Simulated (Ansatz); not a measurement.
Dielectric-response calculation of GaP

- system: GaP (F-43m, 2 atoms in the cell)
- method: DFT PBE0 form with exact-exchange fraction from the inverse dielectric constant, scalar-relativistic, plane waves, PAW, no spin polarisation (Ansatz 0.2.0)

The structure derives from an entry of the Crystallography Open Database. Figures and captions count atoms from 1; the log counts them from 0 in places.

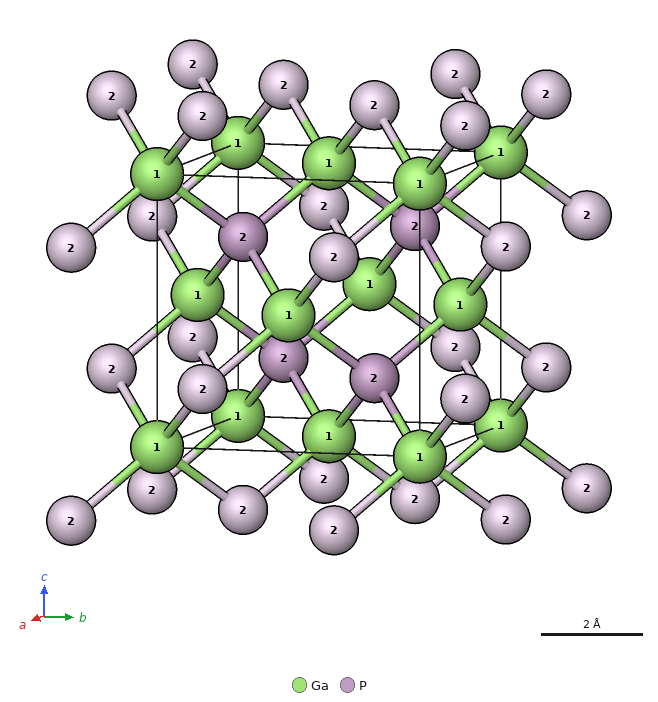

**Figure 1.** The structure as given in the input (ball-and-stick view of the cell 4 times as large as that of the calculation, set on its symmetry axes, seen slightly off an axis; neighbours outside the cell are drawn fainter; atoms are numbered from 1 in the order of the input). An atom can appear more than once, as a periodic image.

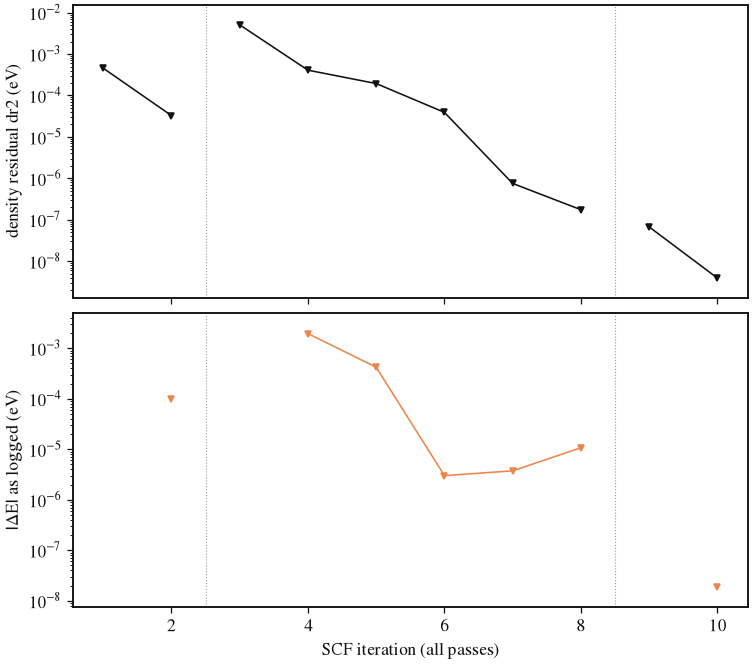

**Figure 2.** Convergence of the self-consistent field: density residual dr2 and size of the energy change against the SCF iteration. The run starts with a semilocal functional; after that each stretch between dotted lines is one SCF of the hybrid functional between two exact rebuilds of the exchange operator by the outer loop. Early passes are stopped at a loose threshold. The passes take 2, 6 and 2 iterations.

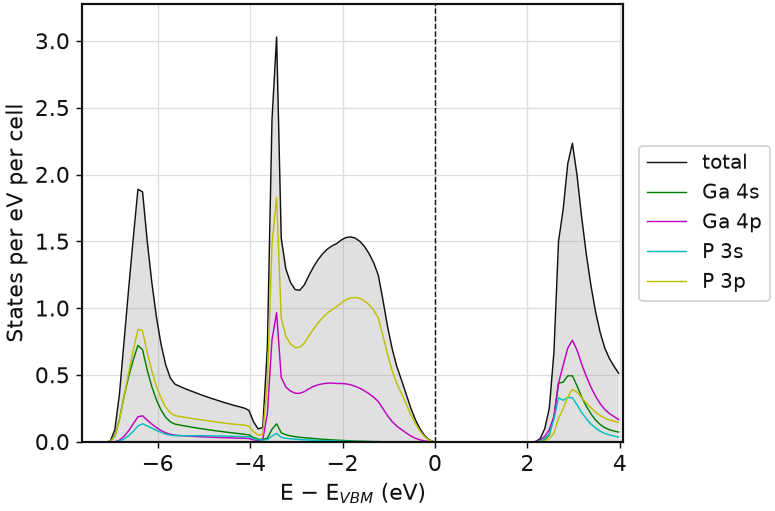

**Figure 3.** Density of states (projected on Löwdin-orthogonalised atomic shells), with energies from the valence-band top. There is a gap of 2.15 eV on the k-point mesh.

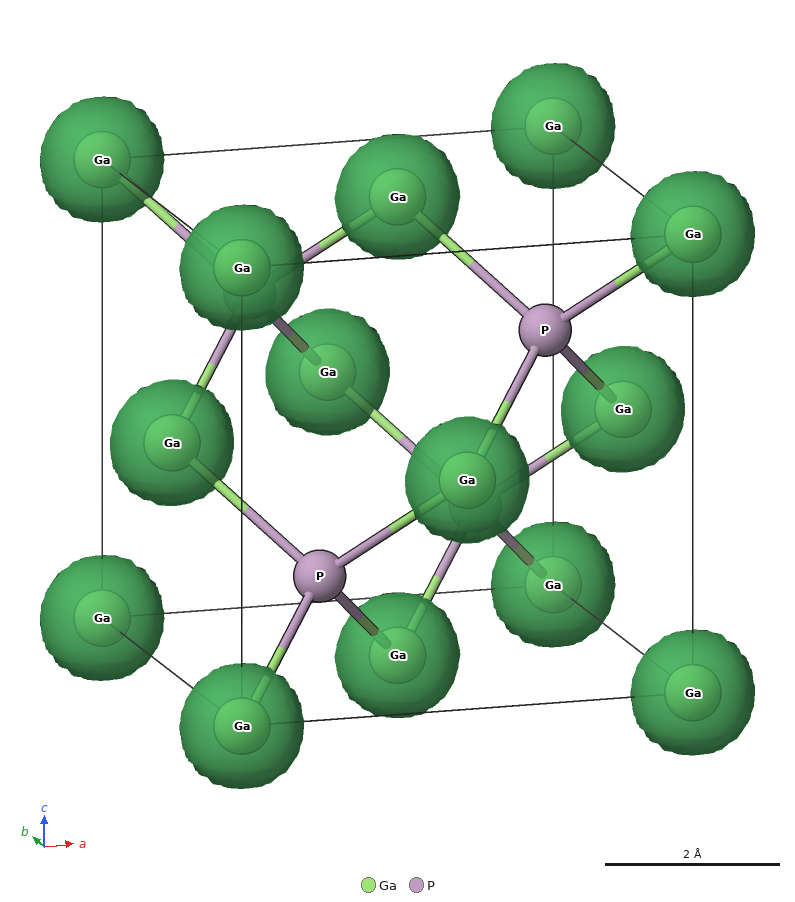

**Figure 4.** Isosurface of the valence charge density (pseudo) at 1 e/Å³ (green), seen slightly off an axis. Sticks mark near contacts. The outline is the cell set on symmetry axes. At this value the density breaks into separate islands; it holds about 50 % of the electrons treated as valence (semicore included). It is pinched off along the Ga–P (2.36 Å) contacts. On the grid the lowest density along these lines, outside the cores, is 0.53 e/Å³ (Ga–P, 2.36 Å). The fields are those of the smooth PAW valence density.

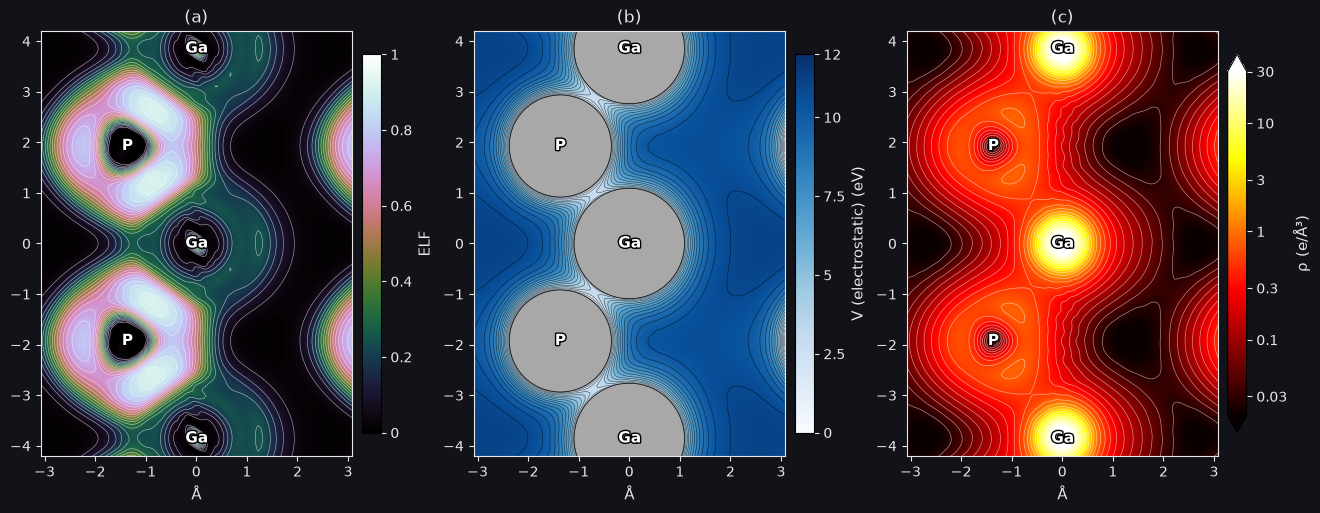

**Figure 5.** (a) electron localisation function; (b) electrostatic potential energy of an electron; (c) valence electron density on the (011) plane of the conventional cell. Grey discs, where drawn, cover atomic cores. Ga–P (2.36 Å): ρ at the midpoint is about 0.56 e/Å³; the ELF is about 0.80 at the midpoint. Away from the nuclei the density in this plane falls to 0.02 e/Å³ at its lowest. The strong features right at Ga lie inside the PAW spheres (semicore, d or f shells) and say nothing about bonding. Outside the cores the potential energy rises away from the atoms and is highest about 2.4 Å from the nearest atoms; outside the discs it spans about 10 eV, and its zero is arbitrary.

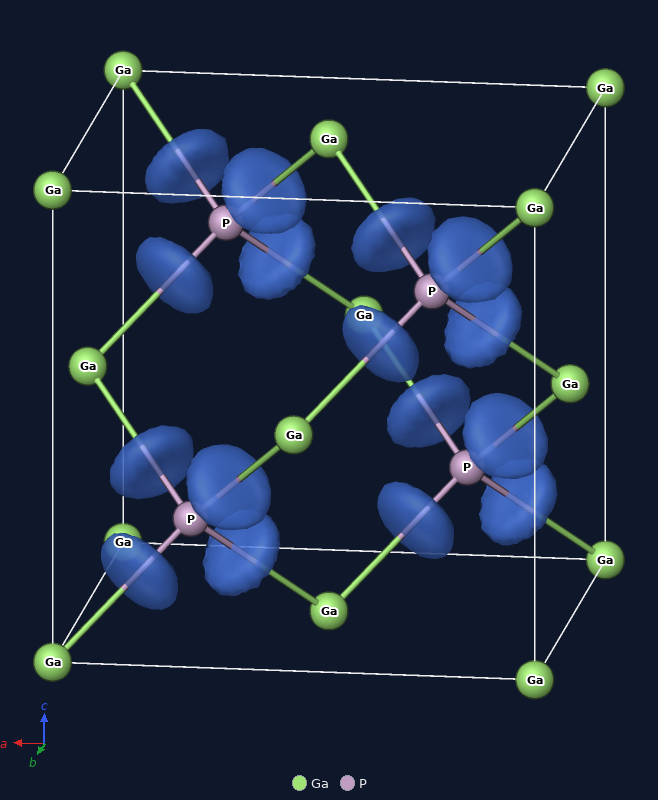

**Figure 6.** Isosurface of the electron localisation function at 0.85 (blue), seen at an oblique angle. Only the valence region is drawn (cores and ρ < 0.01 e/Å³ removed). Sticks mark near contacts. The outline is the cell set on symmetry axes. Profiles from the grid: Ga–P (2.36 Å): the ELF is about 0.80 at the midpoint.

The input and output of the run follow.

Input
```yaml
crystal:
  lattice:
    - [0.0, 2.7252500963, 2.7252500963]
    - [2.7252500963, 0.0, 2.7252500963]
    - [2.7252500963, 2.7252500963, 0.0]
  atoms:
    - { symbol: Ga, position: [0.0, 0.0, 0.0] }
    - { symbol: P, position: [0.75, 0.75, 0.75] }
  host: atoms
basis:
  ecutwfc: 420
  ecutrho_ratio: 4
kpoints:
  mp_grid: { grid: [4, 4, 4] }
hamiltonian:
  xc:
    exchange: pbe
    correlation: pbe
    exx: { coeff: inverse_dielectric }
scf:
  occupations: { method: gaussian, width: 0.05 }
  n_extra_bands: 9
output:
  forces: true
  stress: true
  eigenvalues: true
  populations: true
  dos: { projected: true, de: 0.02 }
  write_density: true
  write_potential: true
  elf: true
  volumetric_format: npy
```

Launch command:
```bash
ansatz run input.yaml --threads 4 --pin off --max-ram 8192MiB --backend cpu --events-out ev --progress --plain --runs-dir out
```

Log
```
Warning: output.stress: scf.convergence.dr2_threshold = 1e-7 eV (the SCF's general default) is looser than the 2e-10 eV advised for a printed stress (1e-10 eV for each atom of the cell: 2). What an SCF threshold leaves in a stress goes as its square root, and in the free energy as the threshold itself, and one threshold admits the most on a small cell: of the crystals measured, under no hybrid functional and no lock of the moments, on runs that ended without the residual-converged pass, on stresses that held no estimate of that error, the worst erred by over 100 MPa in a component at 1e-7 eV an atom and by under 5 at 1e-10. Set scf.convergence.dr2_threshold to 2e-10 eV or tighter. The threshold is an SCF's pass mark: one that does not reach it within its budget of iterations ends unconverged, or closes short of it on a stop that the run arms, and scf.convergence.dr2_threshold's page says what that costs each kind of run
Warning: output.stress: scf.exx.energy_threshold = 1e-6 eV is looser than the 2e-8 eV advised for a stress under a hybrid functional (1e-8 eV for each atom of the cell: 2). Every SCF of the exchange loop can meet its threshold on dr2 while the loop round them stops early: no threshold on dr2 bounds what that leaves in the stress. Set scf.exx.energy_threshold to 2e-8 eV or tighter. The threshold is the loop's pass mark: a loop that does not reach it within its budget of cycles ends unconverged, and scf.exx.energy_threshold's page has the law
scf.n_extra_bands = 9 over 9 filled bands (N_el = 18.0): the run solves 18 bands
the fraction of exact exchange is that of a crystal of Ga1P1
Engine: ansatz 0.2.0, aarch64-unknown-linux-gnu
Pseudopotentials: kind: paw
Pseudopotential: Ga, paw, valence charge 13, recommended cutoff 420 eV (normal), Ga.paw.azcp
Pseudopotential: P, paw, valence charge 5, recommended cutoff 420 eV (normal), P.paw.azcp
Functional definition: unnamed
  parameter a_1 = 0.25
  exchange = (1 - a_1)*pbe_x + a_1*exact_x
  correlation = pbe_c
  a weight of exact exchange comes from the crystal, and the text's number only plans the run
Solving k-mesh 4×4×4 for the fraction of exact exchange
ε∞ on k-mesh 4×4×4 of a primitive cell, without crystal.supercell, crystal.defects and total_charge: xx 10.3716, yy 10.3716, zz 10.3716; 3/Tr ε∞, of that cell with its empty space = 0.09641713956751694; solved inside the basis of its states, on 6×6×6 points, each entry to 0.0464, at a least direct gap of 1.819 eV
Crystal: 2 atoms, lattice volume = 40.481 Å³
Basis set: ecut = 420 eV, 749 PW (Γ), exchange–correlation on 54×54×54 points (8 copies of the dense FFT grid, shifted against one another)
Bands: 18, of which v1, the nominal top of the filled ones, is band 9 counted from 1 (8 counted from 0)
Symmetry: 24 space group operations
Space group: F-43m (ITA 216), of the structure as read, at distance tolerance 3.4e-5 Å
k-points: 8 of 64 (time reversal used)
Non-local potential: Ga, projectors of the file, l = 0: 2, l = 1: 2, l = 2: 3, l = 3: 1
Non-local potential: P, projectors of the file, l = 0: 2, l = 1: 2, l = 2: 2
PAW form: soft (Blöchl's): semilocal exchange-correlation on the pseudo side does not see the compensation charge
PAW frozen core: Ga, regenerated for the run's functional, and the local potential with it (the file was generated under x = pbe(κ = 0.804, μ = 0.2195149727645171), c = pbe(β = 0.06672455060314922))
PAW frozen core: P, regenerated for the run's functional, and the local potential with it (the file was generated under x = pbe(κ = 0.804, μ = 0.2195149727645171), c = pbe(β = 0.06672455060314922))
PAW one-centre angular grid: Ga, 590 points (default); XC on 64 Gauss nodes
PAW one-centre angular grid: P, 110 points (default); XC on 64 Gauss nodes
Initial density: superposition of atomic densities (neutral atoms: chi_scale 0, normalization atom), corrected by the library's trained network
Initial wavefunctions: pseudopotential atomic-orbital guess
Functional: x = pbe(κ = 0.804, μ = 0.2195149727645171), c = pbe(β = 0.06672455060314922), warm-up for x = 0.903582860432483 pbe(κ = 0.804, μ = 0.2195149727645171) + 0.09641713956751694 exact, c = pbe(β = 0.06672455060314922)
SCF iter   1: F=—  HF=-4539.407290 eV  |F-HF|=—  |Δ(HF+E_count)|=         —  Δρ=1.14e-3  dr2=4.55e-4  ethr=1.77e-3  ⟨swp⟩=9.1  Hψ=693  notcnv=0
preconditioner: auto → none  [insulator: Δε(μ)=1.641 eV  Ē_g=19.504 eV  σ=0.050 eV  W_gap=1.00  n_scr=14 (ndim 8)  ℏωp=24.8 eV  f_vac=0.011  D(μ)=0.00/eV (n_scr^D=0)]
iter 2 solved again at ethr=1.80e-7 eV; its pass at ethr=2.53e-6 eV (dr2=3.24e-5 eV) is discarded
SCF iter   2: F=-4539.407430 eV  HF=-4539.407388 eV  |F-HF|=4.20e-5  |Δ(HF+E_count)|=   9.84e-5  Δρ=4.50e-4  dr2=3.27e-5  ethr=1.80e-7  ⟨swp⟩=2.5  Hψ=576  notcnv=0  defer=2
SCF 1 stopped early in 2 iterations: F = -4539.407430 eV  dr2 = 3.27e-5
  greatest PAW one-centre occupation: 0.994 electrons in one spin orbital (limit 2), on the Ga atom at site 0 (counted from 0), in its partial waves of l = 2
Initial density: handed on by an earlier stage of this run
Initial wavefunctions: those handed on with the density
Functional: x = 0.903582860432483 pbe(κ = 0.804, μ = 0.2195149727645171) + 0.09641713956751694 exact, c = pbe(β = 0.06672455060314922)
Frozen-core exchange: fock
SCF iter   1: F=—  HF=-4539.892236 eV  |F-HF|=—  |Δ(HF+E_count)|=         —  Δρ=5.61e-3  dr2=5.07e-3  ethr=1.81e-6  ⟨swp⟩=6.9  Hψ=633  notcnv=0
preconditioner: auto → none  [insulator: Δε(μ)=2.146 eV  Ē_g=20.951 eV  σ=0.050 eV  W_gap=1.00  n_scr=14 (ndim 8)  ℏωp=24.8 eV  f_vac=0.013  D(μ)=0.00/eV (n_scr^D=0)]
SCF iter   2: F=—  HF=-4539.890284 eV  |F-HF|=—  |Δ(HF+E_count)|=   1.95e-3  Δρ=1.16e-3  dr2=4.08e-4  ethr=1.81e-6  ⟨swp⟩=4.0  Hψ=399  notcnv=0
SCF iter   3: F=—  HF=-4539.890705 eV  |F-HF|=—  |Δ(HF+E_count)|=   4.21e-4  Δρ=1.20e-3  dr2=1.94e-4  ethr=1.81e-6  ⟨swp⟩=4.1  Hψ=318  notcnv=0  defer=1
SCF iter   4: F=—  HF=-4539.890708 eV  |F-HF|=—  |Δ(HF+E_count)|=   3.01e-6  Δρ=5.01e-4  dr2=3.91e-5  ethr=1.05e-6  ⟨swp⟩=2.0  Hψ=217  notcnv=0
SCF iter   5: F=—  HF=-4539.890712 eV  |F-HF|=—  |Δ(HF+E_count)|=   3.74e-6  Δρ=2.40e-5  dr2=7.53e-7  ethr=1.83e-7  ⟨swp⟩=2.5  Hψ=220  notcnv=0
SCF iter   6: F=-4539.890722 eV  HF=-4539.890722 eV  |F-HF|=4.83e-7  |Δ(HF+E_count)|=   1.07e-5  Δρ=1.80e-5  dr2=1.75e-7  ethr=2.13e-9  ⟨swp⟩=4.2  Hψ=418  notcnv=0  defer=1
SCF 2 stopped early in 6 iterations: F = -4539.890722 eV  dr2 = 1.75e-7
hybrid outer 1: dexx = +5.952e-4 eV, tail = 1.65e-6 eV
Frozen-core exchange: fock
SCF iter   1: F=—  HF=-4539.890715 eV  |F-HF|=—  |Δ(HF+E_count)|=         —  Δρ=1.10e-5  dr2=6.73e-8  ethr=4.57e-8  ⟨swp⟩=4.8  Hψ=349  notcnv=0
preconditioner: auto → none  [insulator: Δε(μ)=2.147 eV  Ē_g=20.875 eV  σ=0.050 eV  W_gap=1.00  n_scr=14 (ndim 8)  ℏωp=24.8 eV  f_vac=0.013  D(μ)=0.00/eV (n_scr^D=0)]
SCF iter   2: F=-4539.890715 eV  HF=-4539.890715 eV  |F-HF|=1.58e-9  |Δ(HF+E_count)|=   1.89e-8  Δρ=3.48e-6  dr2=3.92e-9  ethr=3.46e-10  ⟨swp⟩=4.0  Hψ=315  notcnv=0
SCF 3 converged in 2 iterations: F = -4539.890715 eV  dr2 = 3.92e-9
  Residual-converged pass: ⟨swp⟩=3.0  Hψ=248  notcnv=0  max |occ|·‖R‖ = 2.3e-6 eV (tolerance 2.4e-6 eV)  dr2=3.93e-9  dr2_onsite=4.83e-9  max |Δocc| = 5.8e-210
hybrid outer 2: dexx = +1.031e-8 eV, tail = 1.76e-8 eV, Δε = 1.66e-3 eV (about 2.34e-4 eV left of the loop's levels)
hybrid SCF converged: 2 outer / 8 inner (+2 warm-up), last move |dexx| = 1.03e-8 eV, tail = 1.76e-8 eV
Stability not checked: this state was not tested for a lower state beside it, because the functional holds exact exchange (a hybrid, or Hartree-Fock), whose exchange loop this test does not read (fock_operator; see scf.lower_state_search)
Free energy (F): -4539.890715 eV
Frozen-core exchange: fock
Harris-Foulkes:  -4539.890715 eV  (|F-HF|=1.58e-9)
Internal energy: -4539.890715 eV  (E = F + TS)
E sigma→0 (E₀):  -4539.890715 eV
Fermi energy:    7.894079 eV
--- Per-component energies (eV) ---
  E_band       = -75.060557
  E_kinetic    = 186.380041
  E_local      = -2202.565134  (includes V_loc(G=0)·N_el)
  E_nonlocal   = 459.677661
  E_hartree    = 1020.006152
  E_xc         = -119.145825
  E_vxc        = -108.554471  (∫ρ·V_xc dr)
  E_exx        = -24.523278  (= α·E_x^exact, valence–valence)
  E_paw        = -2547.077998  (= ΣΔE_a)
  E_vpaw       = -400.965339  (= ΣTr[D̂ρ^β])
  E_aug_tail   = -0.000105  (compensation charges beyond the density's cutoff)
  E_ewald      = -1312.644897
  E_core_change = 0.002669  (= ΣΔE_core)
  E_smearing   = -0.000000  (= −TS)
  E_closure    = -0.000000  (closes the sum)
  Σ components = -4539.890715   (vs F -4539.890715, Δ=0.00e0)
--- Forces (eV/Å), atoms counted from 1 ---
  atom   1  Ga    -0.00000000     0.00000000    -0.00000000
  atom   2  P      0.00000000    -0.00000000     0.00000000
  max |Σ_I F_I| component: 1.11e-16 eV/Å
--- Stress (GPa, compression-positive) ---
        2.121739      -0.000000      -0.000000
       -0.000000       2.121739       0.000000
       -0.000000       0.000000       2.121739
  P = ⅓ Tr σ = 2.1217 GPa (21.217 kbar)
--- Band table (eV; the first three rows and the last of 8) ---
  k-point 0: bands = ["-8.7616", "-8.7616", "-8.7616", "-8.6624", "-8.6624", "-6.2048", "6.8205", "6.8205", "6.8205", "9.2852", "11.2946", "11.2946", "11.2946", "16.2935", "17.2475", "17.2475", "19.9365", "19.9365"]
  k-point 1: bands = ["-8.7978", "-8.7474", "-8.7474", "-8.6614", "-8.6614", "-5.4071", "2.8055", "6.1343", "6.1343", "9.5729", "12.1767", "12.1767", "13.8531", "16.4302", "16.4302", "17.3921", "20.6375", "23.7823"]
  k-point 2: bands = ["-8.8307", "-8.7374", "-8.7374", "-8.6559", "-8.6559", "-4.0713", "-0.0933", "5.6534", "5.6534", "9.0706", "12.1372", "12.1372", "15.7430", "18.4743", "19.2122", "19.2122", "21.1623", "21.1623"]
  k-point 7: bands = ["-8.8474", "-8.7246", "-8.7034", "-8.6774", "-8.6543", "-3.0414", "0.0148", "3.0961", "3.2681", "12.0976", "12.3830", "13.5744", "13.5816", "19.2339", "19.4530", "21.3202", "21.4385", "24.1977"]
--- Löwdin populations: 2 sites ---
  site symbol       q [e]
     0     Ga     12.9163
     1      P      5.0352
  spilling = 0.002697 (of n_electrons = 18.000000)
```

File populations.tsv
```
# site	symbol	l	j	q
# orbitals = lowdin
# n_electrons = 18.000000
# spilling = 0.002697
0	Ga	0_4S	-	1.045050
0	Ga	1_4P	-	1.885214
0	Ga	2_3D	-	9.985990
1	P	0_3S	-	1.301832
1	P	1_3P	-	3.733365
```

Summary

```csv
quantity,value
outcome,converged
space group (tolerance 0.01 Å),F-43m (216)
electrons treated,18
free energy,−4539.8907 eV
Fermi energy,7.894 eV
gap on the k-point mesh,2.15 eV
pressure,2.12 GPa
largest force (length of the vector),under 0.001 eV/Å
hardware,"4 threads of Arm Neoverse V2, 24 GiB of memory available, shared host"
wall time,10 s (CPU time 29 s)
peak memory,0.63 GiB
```

The program warns: the exchange loop's threshold is looser than advised for the stress; the SCF threshold is looser than advised for the printed stress.
